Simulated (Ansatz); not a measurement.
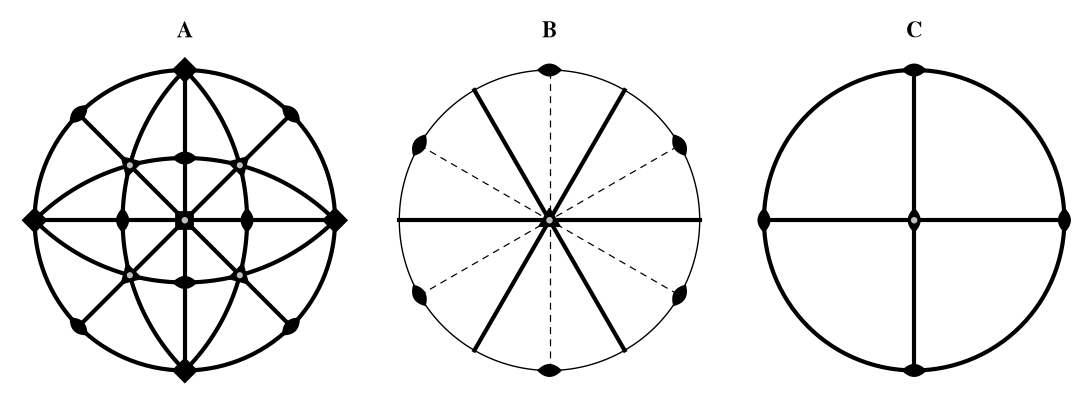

Stereographic projection: heavy lines are mirror planes (a heavy rim: a mirror in the plane of the page); lens, triangle, square and hexagon are 2-, 3-, 4- and 6-fold axes, a lens in an open square is −4, a triangle in an open hexagon −6; thin dashed diameters join the ends of axes that lie in the page; a small open circle marks inversion. Each shows the symmetry elements. The c axis points at the viewer. Computed from the symmetry of the structures below (computed or model cells, partly hypothetical).

Match each stereogram to its crystal.
1. K, Fm-3m, No. 225
2. Nb, Fddd (No. 70, origin choice 1)
3. As, No. 166, R-3m, hexagonal axes

A is 1 (point group m-3m); B is 3 (point group -3m); C is 2 (point group mmm).
